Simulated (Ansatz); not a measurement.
A series of calculations on HfN

### Scan

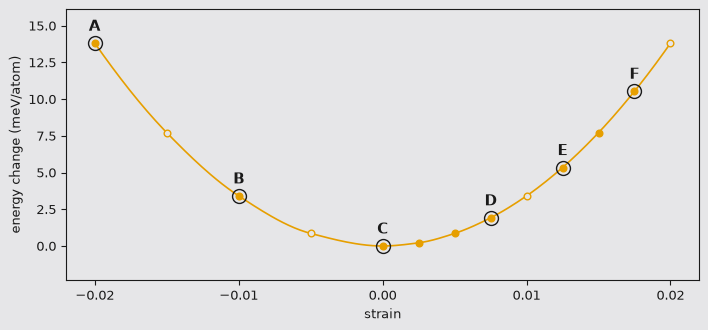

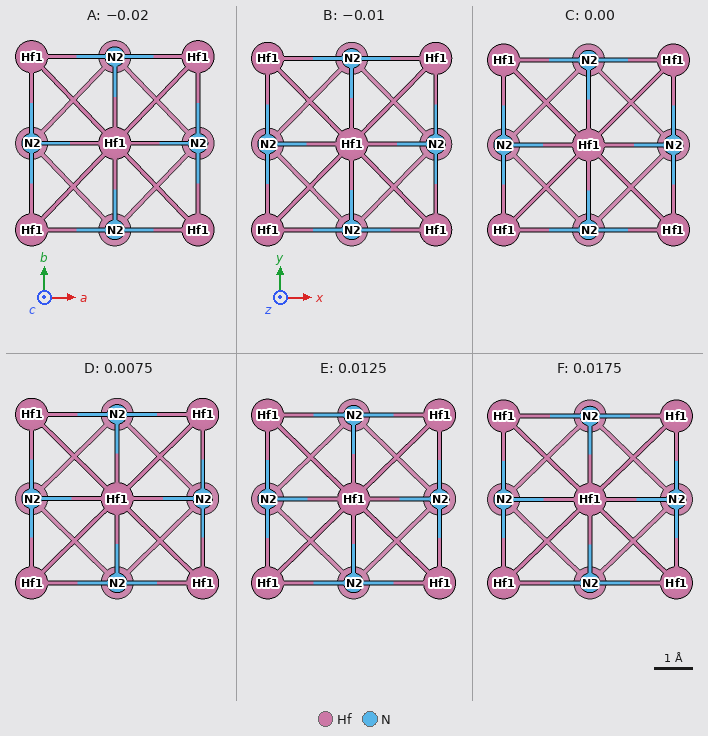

A scan of solid HfN (Fm-3m): the cell is strained along x and oppositely along y, with the atoms kept at their fractional coordinates. x, y and z are the Cartesian axes of the input. The lettered frames are marked on the plot. Hollow markers are points alike by symmetry, not computed again. The picture is a ball-and-stick view of the conventional cell (4 times the calculation's cell), seen along the c axis. Lengths and directions refer to the drawn axes.

Level of theory: Ansatz 0.2.0, DFT PBEsol, scalar-relativistic, plane waves, PAW. Settings: plane-wave cutoff 420 eV; k-point mesh 18 × 18 × 18; occupations gaussian; smearing width 0.15 eV; no spin polarisation. Energies (free energies at the smearing named) are counted from the cell as listed in its source, which wasn't relaxed.

Q: Read off the main features of the energy profile.

A: Of the computed points the lowest is at the strain 0.00, 0.0 meV/atom. The end points stand at 13.8 meV/atom (−0.02) and 13.8 meV/atom (0.02). The unrelaxed reference is under a pressure of −3.0 GPa. The distortion takes the space group from Fm-3m to Fmmm. At the strain −0.02 the cell of the drawing goes a 4.518 → 4.428 Å, b 4.518 → 4.608 Å.

### Scan

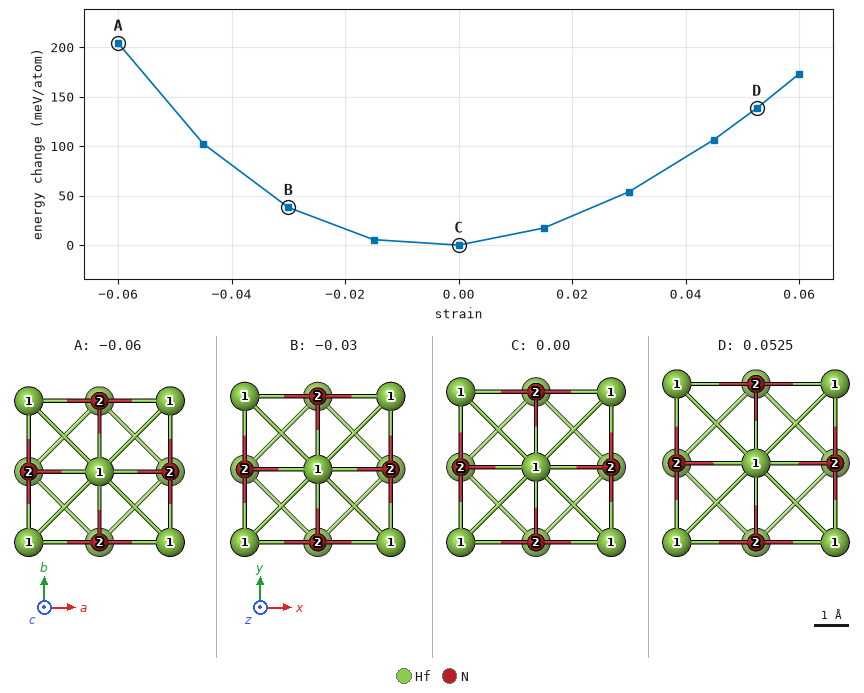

A scan of a crystal of HfN (Fm-3m): the cell is strained equally along x and y, with the atoms kept at their fractional coordinates. x, y and z are the Cartesian axes of the input. The lettered frames are marked on the plot. A ball-and-stick model of the conventional cell (4 times the calculation's cell), seen along the c axis. Lengths and directions refer to the drawn axes.

Level of theory: Ansatz, DFT PBEsol, scalar-relativistic, plane waves, PAW. Settings: plane-wave cutoff 420 eV; k-point mesh 18 × 18 × 18; occupations gaussian; smearing width 0.15 eV; no spin polarisation. Energies (free energies at the smearing named) are counted from the cell as listed in its source, which wasn't relaxed.

**What does the scan show?**

The lowest computed point lies at the strain 0.00 (0.0 meV/atom). The end points stand at 204.3 meV/atom (−0.06) and 173.2 meV/atom (0.06). The unrelaxed reference is under a pressure of −3.0 GPa, which tilts the curve. The distortion takes the space group from Fm-3m to I4/mmm. At the strain −0.06 the cell of the drawing goes a 4.518 → 4.247 Å, b 4.518 → 4.247 Å.

### Energy map

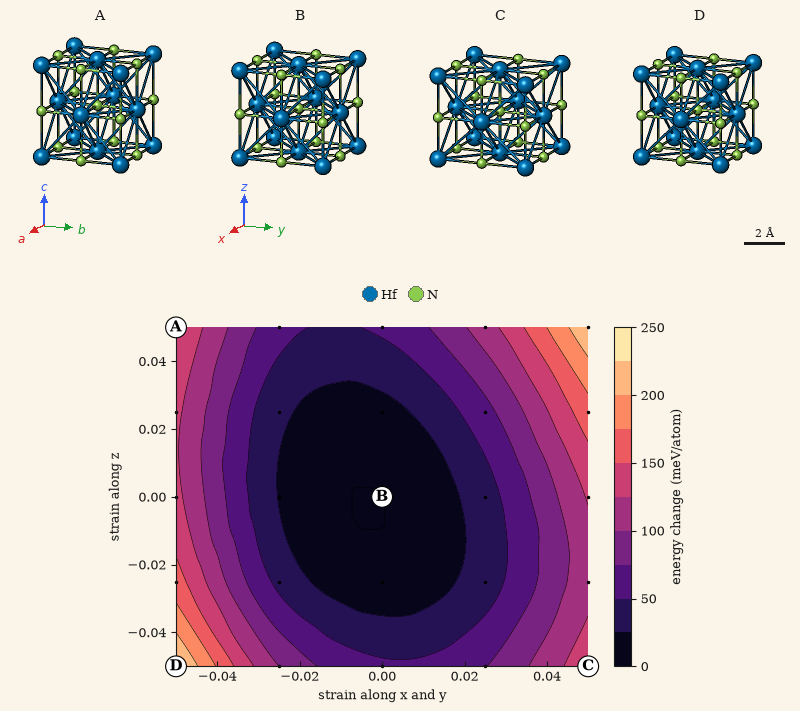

A scan of a crystal of HfN (Fm-3m): the cell is strained equally along x and y and separately along z, with the atoms kept at their fractional coordinates. x, y and z are the Cartesian axes of the input. The map is interpolated between the computed points (dots). The lettered frames are marked on it. Style: ball-and-stick. Shown: the conventional cell (4 times the calculation's cell), slightly off an axis. Lengths and directions refer to the drawn axes.

Level of theory: Ansatz, DFT PBEsol, scalar-relativistic, plane waves, PAW. Set-up: plane-wave cutoff 420 eV; k-point mesh 18 × 18 × 18; occupations gaussian; smearing width 0.15 eV; no spin polarisation. Energies (free energies at the smearing named) are counted from the cell as listed in its source, which wasn't relaxed.

**What does the map show?**

In pairs of (strain along x and y; strain along z): the lowest computed point lies at (0.000, 0.000) (0.0 meV/atom), the highest at (−0.050, −0.050) (229.0 meV/atom). The valley is tilted: raising the in-plane strain is made harder by raising the strain along z (cross term 0.24 of the geometric mean of the two curvatures). Over the ranges scanned the energy rises more along the first axis, the in-plane strain. The pressure runs from −31.9 GPa at (0.050, 0.050) to 55.0 GPa at (−0.050, −0.050). The frames lie at A (−0.050, 0.050): 150.1 meV/atom, B (0.000, 0.000): 0.0 meV/atom, C (0.050, −0.050): 141.9 meV/atom, D (−0.050, −0.050): 229.0 meV/atom.
